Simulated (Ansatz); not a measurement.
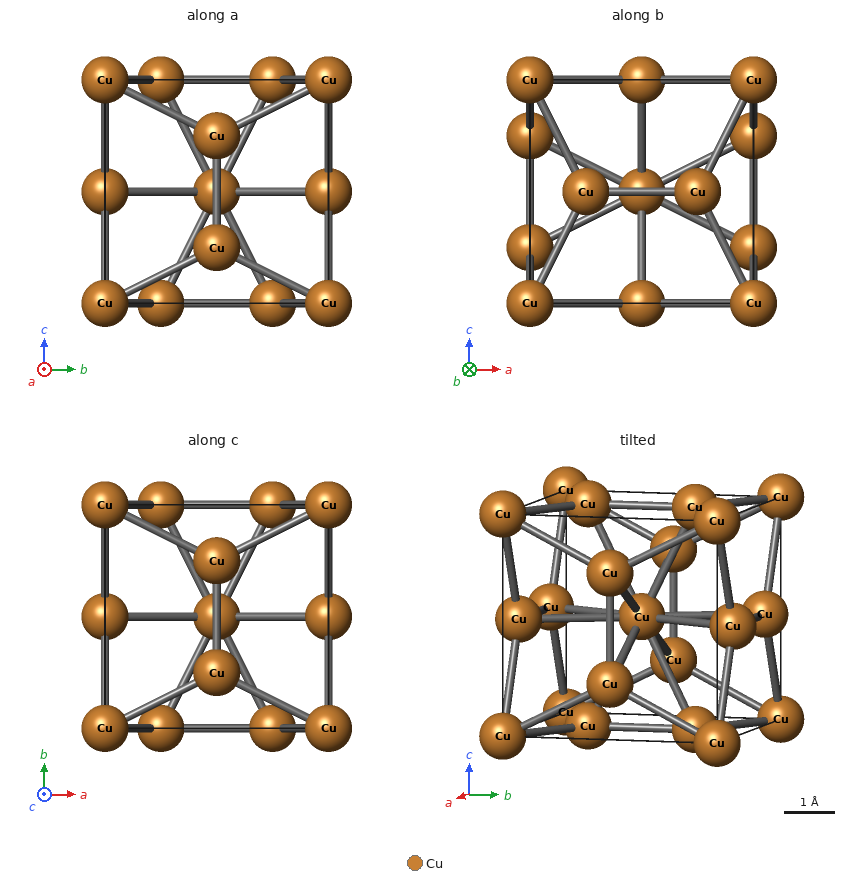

The image is a ball-and-stick drawing of a crystal, viewed along the a axis, along the b axis, along the c axis and slightly off an axis. Thin lines show the conventional unit cell, with boundary atoms drawn in all their periodic places.

Lattice parameters: a = 4.5452 Å, b = 4.5452 Å, c = 4.5452 Å, α = 90.000°, β = 90.000°, γ = 90.000°.

> From the views, write a CIF in P1 with every atom of the cell.

```cif
data_structure
_symmetry_space_group_name_H-M 'P 1'
_symmetry_Int_Tables_number 1
_cell_length_a 4.5452
_cell_length_b 4.5452
_cell_length_c 4.5452
_cell_angle_alpha 90.000
_cell_angle_beta 90.000
_cell_angle_gamma 90.000
_cell_volume 93.90
loop_
_atom_site_label
_atom_site_type_symbol
_atom_site_fract_x
_atom_site_fract_y
_atom_site_fract_z
_atom_site_occupancy
Cu1 Cu 0.0000 0.0000 0.0000 1
Cu2 Cu 0.5000 0.5000 0.5000 1
Cu3 Cu 0.2500 0.0000 0.5000 1
Cu4 Cu 0.7500 0.0000 0.5000 1
Cu5 Cu 0.5000 0.2500 0.0000 1
Cu6 Cu 0.5000 0.7500 0.0000 1
Cu7 Cu 0.0000 0.5000 0.2500 1
Cu8 Cu 0.0000 0.5000 0.7500 1
```

The initial geometry was a structure type filled with this element by a generator (whether the element takes this form wasn't checked). Earlier steps of the study may have refined or changed the cell and positions. It was the input of a calculation with Ansatz.
